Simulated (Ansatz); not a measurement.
# NaF: what the fields show

```yaml
crystal:
  lattice:
    - [3.90675, 0.00000, 0.00000]
    - [-1.95337, 3.38334, 0.00000]
    - [0.00000, 0.00000, 4.59689]
  atoms:
    - { symbol: Na, position: [0.33333, 0.66667, 0.75000] }
    - { symbol: Na, position: [0.66667, 0.33333, 0.25000] }
    - { symbol: F, position: [0.33333, 0.66667, 0.25000] }
    - { symbol: F, position: [0.66667, 0.33333, 0.75000] }
```

Space group P6₃/mmc; started from the wurtzite prototype, which need not be the ambient phase; changed on purpose from its base cell (hydrostatic strain +1.0%).

The calculation used DFT, HSE06, plane waves, PAW (Ansatz).

The density is the valence pseudo-density of a PAW calculation; it isn't the true density close to the nuclei.

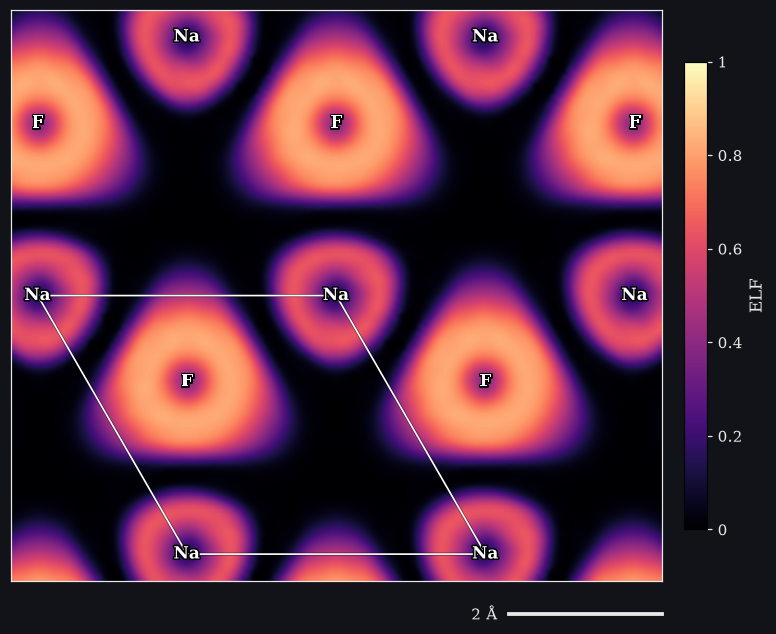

Figure 1. ELF on the (001) plane of the conventional cell.

### What do the fields say about this system?

- Atoms in the plane: Na and F.
- Na–F (2.26 Å): the ELF is about 0.10 at the midpoint (an ionic contact with no shared pair).
- The features right at Na lie inside the PAW spheres, where the map follows smoothed inner orbitals and isn't to be read closely.

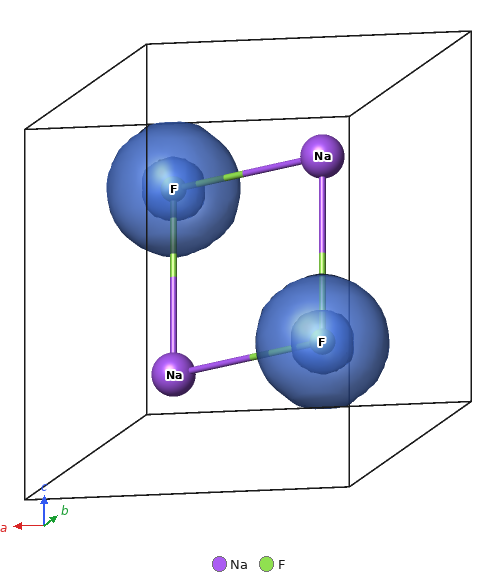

Figure 2. Isosurface of the electron localisation function at 0.75 (blue), seen at an oblique angle. Core shells and regions of very low density are left out. Sticks mark near contacts.

### Where are the electrons localised?

The surface consists of two regions wrapped around F (the valence shell of each), counted in one cell of 4 atoms. Regions shared between cells count once.


 Na–F (2.30 Å): the ELF peaks at about 0.80 in the valence shell of F, 0.7 Å from its nucleus, and is about 0.10 at the midpoint; an ionic contact with no shared pair.

### Does the calculation give a band gap?

It is gapped, with a Kohn–Sham gap of 7.6 eV on the k-point mesh (the band edges may lie off the mesh, which would make the gap smaller).
